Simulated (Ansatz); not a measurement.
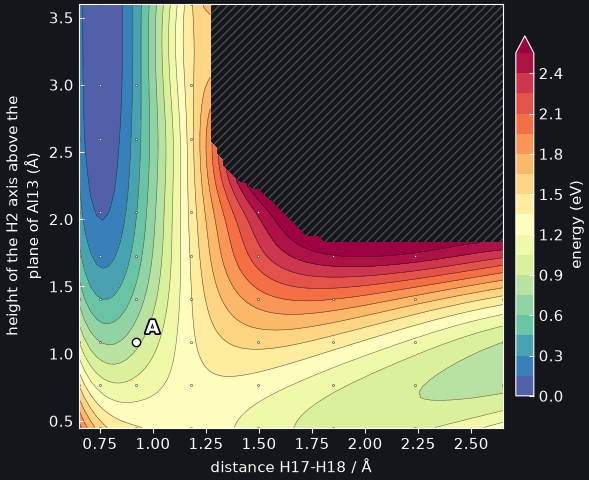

H₂ on an Al(110) slab cut from the Fm-3m phase, its upper half relaxed before the scan (16 atoms of substrate and one adsorbate in a 2 × 2 cell). H2 lies flat over one site of a rigid substrate while its bond length and height are varied; it sits over a hollow of the top layer over the deeper atom Al9, heights counted from the top plane, its axis along the second surface vector. Coordinates scanned: (1) distance H17-H18; (2) height of the H2 axis above the plane of Al13. The scan uses an 8 × 9 grid. At 15 points there is no value (left out: too close to the surface, or the stretched molecule far from it). Points are written as (first, second). Energies are in eV, from the lowest grid point. Computed with Ansatz, DFT PBE, scalar-relativistic, plane waves, PAW. Settings: cutoff 420 eV, k-mesh 5×4×1, gaussian smearing 0.1 eV, no spin polarisation.

In the figure: filled contours, dots at the grid points, one colour for all values above the top of the scale, hatched blanks where no value was computed, the point A. Between grid points the surface is interpolated.

Which way does the force act at A, and how strong is it?

A, at (0.919 Å, 1.09 Å), is not a stationary point. The computed force is 1.7 eV for each Å towards smaller values of distance H17-H18 and 0.72 eV for each Å towards larger values of the second coordinate.

PAW datasets: the set soft_1.
